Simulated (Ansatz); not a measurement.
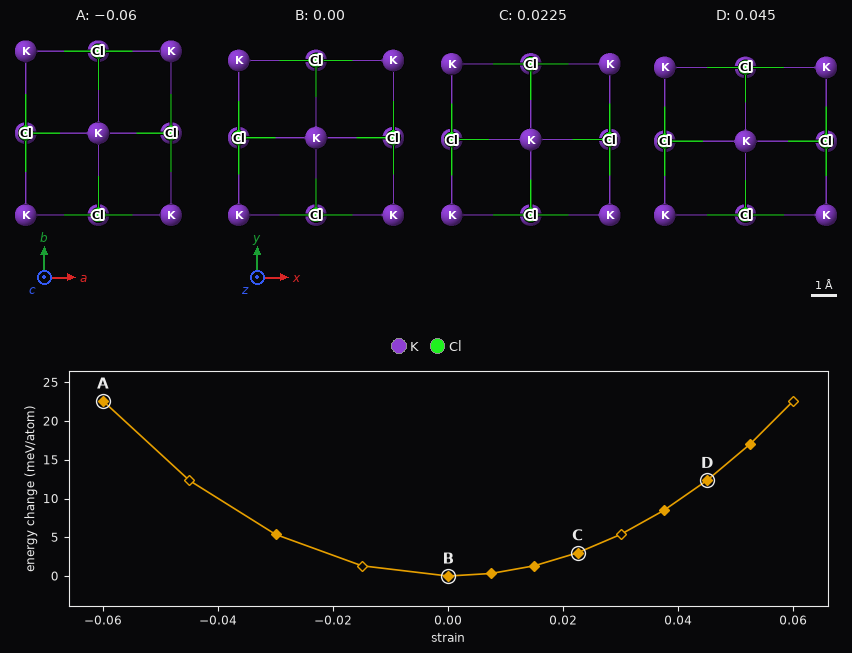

Crystalline KCl (Fm-3m): the cell is strained along x and oppositely along y, with the atoms kept at their fractional coordinates. x, y and z are the Cartesian axes of the input. The lettered frames are marked on the plot. Hollow markers are points alike by symmetry, not computed again. Style: ball-and-stick. Shown: the conventional cell (4 times the calculation's cell), along the c axis. Lengths and directions refer to the drawn axes.

All numbers below come from DFT PBEsol, scalar-relativistic, plane waves, PAW in Ansatz. (plane-wave cutoff 420 eV; k-point mesh 6 × 6 × 6; occupations gaussian; smearing width 0.05 eV; no spin polarisation). Energies (free energies at the smearing named) are counted from the cell as listed in its source, which wasn't relaxed.

### Describe the profile.

The lowest computed point lies at the strain 0.00 (0.0 meV/atom). The end points stand at 22.6 meV/atom (−0.06) and 22.6 meV/atom (0.06). The curvature at zero strain, (1/V) d²E/dε², is about 60 GPa; it is C₁₁ + C₂₂ − 2C₁₂ with clamped ions. The distortion takes the space group from Fm-3m to Fmmm. At the strain −0.06 the cell of the drawing goes a 6.312 → 5.933 Å, b 6.312 → 6.691 Å.
